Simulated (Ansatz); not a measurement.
```xyz
4
Lattice="2.9192 0.0000 0.0000 0.0000 8.1838 0.0000 0.0000 0.0000 3.1910" Properties=species:S:1:pos:R:3 pbc="T T T"
Ga    0.0000    7.0954    2.3932
Ga    1.4596    3.0035    2.3932
Ga    0.0000    1.0885    0.7977
Ga    1.4596    5.1804    0.7977
```

Space group Cmcm; computed pressure about −5 GPa in this cell.

All numbers below come from Ansatz 0.2.0, Kohn-Sham DFT of a periodic cell, LDA, Ansatz PAW.

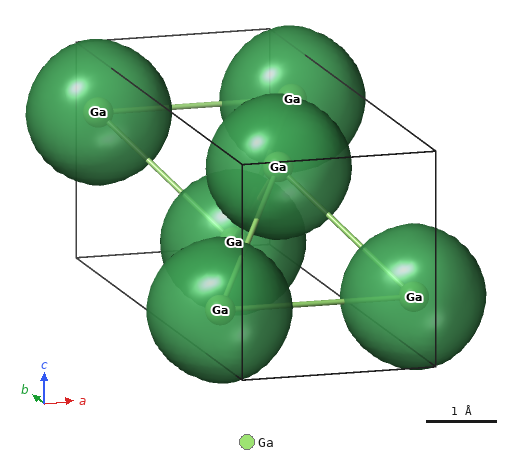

Ga. Isosurface of the valence charge density (pseudo) at 0.3 e/Å³ (green), seen slightly off an axis. Sticks mark near contacts.

**What does this surface tell about the bonding?**

At this value the density breaks into separate islands; it holds about 85 % of the electrons treated as valence (semicore included). It bridges none of the near contacts. It is pinched off along the sampled Ga–Ga (2.70 Å) and Ga–Ga (2.89 Å) contacts. On the grid the lowest density along these lines, outside the cores, is 0.26 e/Å³ (Ga–Ga, 2.70 Å) and 0.19 e/Å³ (Ga–Ga, 2.89 Å).

**Does the calculation make it a metal, or give it a gap?**

It is metallic or semimetallic at this level of theory: no gap opens.
